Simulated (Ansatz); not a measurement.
**What a change does: single-point calculation on Ni3Si**

System: Ni3Si (Amm2, 4 atoms in the cell).
Method of run 1: DFT PBEsol, scalar-relativistic, plane waves, PAW, no spin polarisation (Ansatz 0.2.0).

The structure derives from an entry of the Crystallography Open Database. Text and figures count atoms from 1; the logs count them from 0 in places.

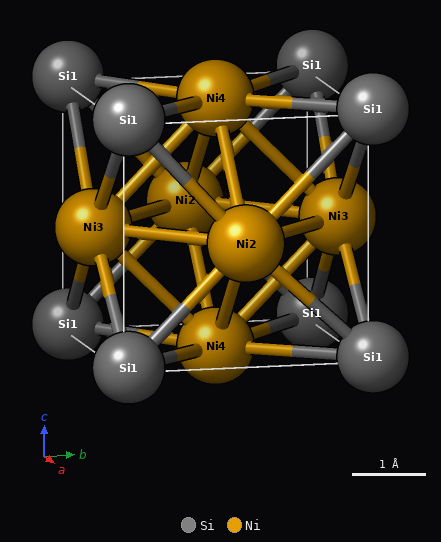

Fig. 1: The structure (ball-and-stick view of the cell of the calculation, seen slightly off an axis; atoms are numbered from 1 in the order of the input). An atom can appear more than once, as a periodic image. Near neighbours in the periodic cell (some may lie outside the picture): Si has 12 Ni at 2.35 to 2.55 Å; Ni has 8 Ni at 2.45 Å and 4 Si at 2.35 to 2.55 Å.

Input, run 1:
```yaml
crystal:
  lattice:
    - [3.4612457436, 0.0, 0.0]
    - [0.0, 3.4612457436, 0.0]
    - [0.0, 0.0, 3.4612457436]
  atoms:
    - { symbol: Si, position: [0.0, 0.0204292568, 0.0204292568] }
    - { symbol: Ni, position: [0.0, 0.5, 0.5] }
    - { symbol: Ni, position: [0.5, 0.0, 0.5] }
    - { symbol: Ni, position: [0.5, 0.5, 0.0] }
basis:
  ecutwfc: 420
kpoints:
  mp_grid: { grid: [14, 14, 14] }
hamiltonian:
  xc: pbesol
scf:
  occupations: { method: gaussian, width: 0.15 }
output:
  forces: true
  stress: true
  eigenvalues: true
```

Command:
```bash
ansatz run input.yaml --threads 1 --pin off --max-ram 2560MiB --backend cpu --events-out ev --progress --plain --runs-dir out
```

Hardware: 1 thread of Intel Xeon @ 2.50GHz (Skylake/Cascade Lake), 32 GiB of memory available, shared host.

Output, shortened to warnings, some set-up lines, iterations and results (run 1):
```
Basis set: ecut = 420 eV, 799 PW (Γ), exchange–correlation on 48×48×48 points (8 copies of the dense FFT grid, shifted against one another)
Symmetry: 4 space group operations
k-points: 456 of 2744 (time reversal used)
Initial density: superposition of atomic densities (neutral atoms: chi_scale 0, normalization atom), corrected by the library's trained network
[...]
SCF iter   1: F=—  HF=-18038.531730 eV  |F-HF|=—  |Δ(HF+E_count)|=         —  Δρ=2.15e-2  dr2=9.68e-2  ethr=1.77e-3  ⟨swp⟩=5.1  Hψ=56578  notcnv=0
SCF iter   2: F=—  HF=-18038.513545 eV  |F-HF|=—  |Δ(HF+E_count)|=   1.82e-2  Δρ=4.96e-3  dr2=6.04e-3  ethr=1.67e-4  ⟨swp⟩=2.3  Hψ=30454  notcnv=0  defer=333
SCF iter   3: F=—  HF=-18038.512154 eV  |F-HF|=—  |Δ(HF+E_count)|=   1.39e-3  Δρ=1.67e-3  dr2=1.06e-3  ethr=1.04e-5  ⟨swp⟩=1.8  Hψ=18021  notcnv=0  defer=333
SCF iter   4: F=—  HF=-18038.511750 eV  |F-HF|=—  |Δ(HF+E_count)|=   4.05e-4  Δρ=5.00e-4  dr2=1.42e-4  ethr=1.82e-6  ⟨swp⟩=2.0  Hψ=21553  notcnv=0  defer=333
SCF iter   5: F=—  HF=-18038.511720 eV  |F-HF|=—  |Δ(HF+E_count)|=   2.94e-5  Δρ=8.26e-5  dr2=6.77e-6  ethr=2.45e-7  ⟨swp⟩=2.0  Hψ=19679  notcnv=0  defer=333
SCF iter   6: F=—  HF=-18038.511708 eV  |F-HF|=—  |Δ(HF+E_count)|=   1.24e-5  Δρ=2.79e-5  dr2=1.72e-7  ethr=1.17e-8  ⟨swp⟩=2.0  Hψ=23356  notcnv=0  defer=333
SCF iter   7: F=-18038.511708 eV  HF=-18038.511708 eV  |F-HF|=5.36e-9  |Δ(HF+E_count)|=   1.87e-8  Δρ=6.48e-6  dr2=1.18e-8  ethr=1.72e-10  ⟨swp⟩=7.5  Hψ=68648  notcnv=0
SCF 1 converged in 7 iterations: F = -18038.511708 eV  dr2 = 1.18e-8
SCF converged after 7 iterations
Free energy (F): -18038.511708 eV
Harris-Foulkes:  -18038.511708 eV  (|F-HF|=5.36e-9)
Internal energy: -18038.491107 eV  (E = F + TS)
E sigma→0 (E₀):  -18038.501408 eV
Entropy (-TS):   -0.020601 eV (-5.150 meV/atom)
Fermi energy:    18.224956 eV
--- Per-component energies (eV) ---
  E_band       = -806.272353
  E_kinetic    = 900.385650
  E_local      = -11449.410307  (includes V_loc(G=0)·N_el)
  E_nonlocal   = 1933.593147
  E_hartree    = 4882.659882
  E_xc         = -313.502731
  E_vxc        = -382.002075  (∫ρ·V_xc dr)
  E_paw        = -5284.263209  (= ΣΔE_a)
  E_vpaw       = -1574.159041  (= ΣTr[D̂ρ^β])
  E_aug_tail   = 0.001458  (compensation charges beyond the density's cutoff)
  E_ewald      = -8708.578423
  E_core_change = 0.623427  (= ΣΔE_core)
  E_smearing   = -0.020601  (= −TS)
  E_closure    = 0.000000  (closes the sum)
  Σ components = -18038.511708   (vs F -18038.511708, Δ=0.00e0)
--- Forces (eV/Å), atoms counted from 1 ---
  atom   1  Si     0.00000000    -0.43902388    -0.43902388
  atom   2  Ni     0.00000000     0.24418091     0.24418091
  atom   3  Ni    -0.00000000    -0.03482672     0.22966229
  atom   4  Ni    -0.00000000     0.22966229    -0.03482672
  max |Σ_I F_I| component: 7.41e-6 eV/Å
--- Stress (GPa, compression-positive) ---
        0.470230       0.000000      -0.000000
        0.000000       0.591027       0.473669
        0.000000       0.473669       0.591027
  P = ⅓ Tr σ = 0.5508 GPa (5.508 kbar)
```

Run 2 used a changed input.

The two runs side by side:

| quantity | run 1 | run 2 |
| --- | --- | --- |
| outcome | converged | converged |
| free energy per atom (eV) | −4509.6279 | −4509.6307 |
| energy per atom, smearing taken to zero (eV) | −4509.6254 | −4509.6281 |
| gap on the mesh (eV) | 0.00 | 0.00 |
| pressure (GPa) | 0.55 | 0.34 |
| largest force (eV/Å) | 0.621 | 0.491 |
| SCF iterations | 7 | 7 |
| irreducible k-points | 456 | 456 |
| plane waves at Γ | 799 | 799 |
| wall time (shared host) | 51 s | 48 s |

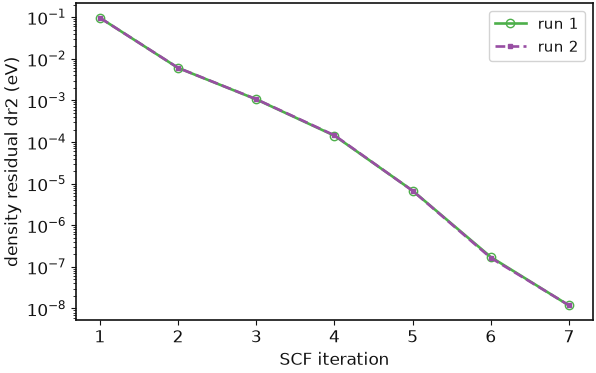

Fig. 2: Convergence of the two runs: density residual dr2 against the SCF iteration. Run 1 takes 7 iterations in all, and run 2 takes 7.

Which change of the input explains these differences?

The change (lines with − go, lines with + come):
```diff
-    - { symbol: Si, position: [0.0, 0.0204292568, 0.0204292568] }
+    - { symbol: Si, position: [0.0, -0.0163434054, -0.0163434054] }
```

With the same functional and potentials, run 2 lies 2.8 meV per atom lower. The pressure goes from 0.55 to 0.34 GPa. The largest force goes from 0.621 to 0.491 eV/Å. The number of SCF iterations is the same.

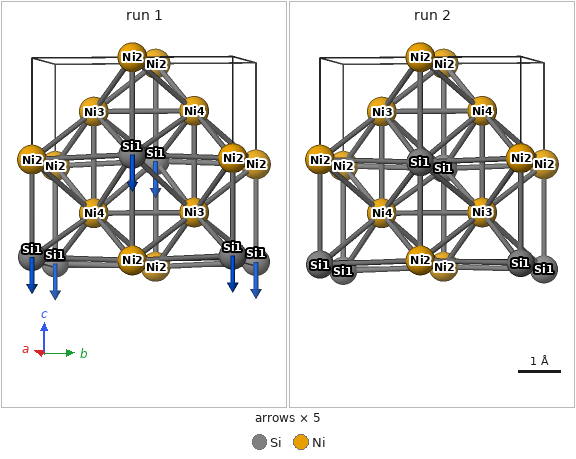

Fig. 3: The two input geometries at one scale (ball-and-stick view of the cell 2 times as large as that of the calculation, set on its symmetry axes, seen at an oblique angle). The blue arrows on the first give the shifts of the atoms relative to the cell, magnified 5 times. The largest move is that of Si1, 0.18 Å. Ni stays in place. The cell stays as it was. Among the contacts that change: Si1–Ni2 2.547 → 2.367 Å, Si1–Ni3 2.499 → 2.408 Å.

Output, shortened to warnings, some set-up lines, iterations and results (run 2):
```
Basis set: ecut = 420 eV, 799 PW (Γ), exchange–correlation on 48×48×48 points (8 copies of the dense FFT grid, shifted against one another)
Symmetry: 4 space group operations
k-points: 456 of 2744 (time reversal used)
Initial density: superposition of atomic densities (neutral atoms: chi_scale 0, normalization atom), corrected by the library's trained network
[...]
SCF iter   1: F=—  HF=-18038.542844 eV  |F-HF|=—  |Δ(HF+E_count)|=         —  Δρ=2.15e-2  dr2=9.68e-2  ethr=1.77e-3  ⟨swp⟩=5.1  Hψ=56516  notcnv=0
SCF iter   2: F=—  HF=-18038.524667 eV  |F-HF|=—  |Δ(HF+E_count)|=   1.82e-2  Δρ=4.97e-3  dr2=6.07e-3  ethr=1.67e-4  ⟨swp⟩=2.2  Hψ=30442  notcnv=0  defer=328
SCF iter   3: F=—  HF=-18038.523266 eV  |F-HF|=—  |Δ(HF+E_count)|=   1.40e-3  Δρ=1.67e-3  dr2=1.07e-3  ethr=1.05e-5  ⟨swp⟩=1.8  Hψ=17993  notcnv=0  defer=328
SCF iter   4: F=—  HF=-18038.522858 eV  |F-HF|=—  |Δ(HF+E_count)|=   4.08e-4  Δρ=5.08e-4  dr2=1.45e-4  ethr=1.84e-6  ⟨swp⟩=2.0  Hψ=21615  notcnv=0  defer=328
SCF iter   5: F=—  HF=-18038.522830 eV  |F-HF|=—  |Δ(HF+E_count)|=   2.82e-5  Δρ=8.25e-5  dr2=6.72e-6  ethr=2.50e-7  ⟨swp⟩=2.0  Hψ=19605  notcnv=0  defer=328
SCF iter   6: F=—  HF=-18038.522818 eV  |F-HF|=—  |Δ(HF+E_count)|=   1.15e-5  Δρ=2.73e-5  dr2=1.64e-7  ethr=1.16e-8  ⟨swp⟩=2.0  Hψ=23424  notcnv=0  defer=328
SCF iter   7: F=-18038.522818 eV  HF=-18038.522818 eV  |F-HF|=5.74e-9  |Δ(HF+E_count)|=   2.12e-8  Δρ=6.46e-6  dr2=1.19e-8  ethr=1.72e-10  ⟨swp⟩=7.5  Hψ=68568  notcnv=0
SCF 1 converged in 7 iterations: F = -18038.522818 eV  dr2 = 1.19e-8
SCF converged after 7 iterations
Free energy (F): -18038.522818 eV
Harris-Foulkes:  -18038.522818 eV  (|F-HF|=5.74e-9)
Internal energy: -18038.502110 eV  (E = F + TS)
E sigma→0 (E₀):  -18038.512464 eV
Entropy (-TS):   -0.020709 eV (-5.177 meV/atom)
Fermi energy:    18.226106 eV
--- Per-component energies (eV) ---
  E_band       = -806.164226
  E_kinetic    = 900.303230
  E_local      = -11448.307013  (includes V_loc(G=0)·N_el)
  E_nonlocal   = 1933.550954
  E_hartree    = 4882.187843
  E_xc         = -313.482456
  E_vxc        = -381.976640  (∫ρ·V_xc dr)
  E_paw        = -5284.235252  (= ΣΔE_a)
  E_vpaw       = -1574.111234  (= ΣTr[D̂ρ^β])
  E_aug_tail   = 0.001460  (compensation charges beyond the density's cutoff)
  E_ewald      = -8709.144304
  E_core_change = 0.623427  (= ΣΔE_core)
  E_smearing   = -0.020709  (= −TS)
  E_closure    = 0.000000  (closes the sum)
  Σ components = -18038.522818   (vs F -18038.522818, Δ=0.00e0)
--- Forces (eV/Å), atoms counted from 1 ---
  atom   1  Si     0.00000000     0.34711070     0.34711070
  atom   2  Ni     0.00000000    -0.19121214    -0.19121214
  atom   3  Ni     0.00000000     0.02789434    -0.18378799
  atom   4  Ni     0.00000000    -0.18378799     0.02789434
  max |Σ_I F_I| component: 4.90e-6 eV/Å
--- Stress (GPa, compression-positive) ---
        0.292532       0.000000      -0.000000
        0.000000       0.368536       0.302323
       -0.000000       0.302323       0.368536
  P = ⅓ Tr σ = 0.3432 GPa (3.432 kbar)
```

For both runs: The run has no spin polarisation, so a magnetic state may lie lower.
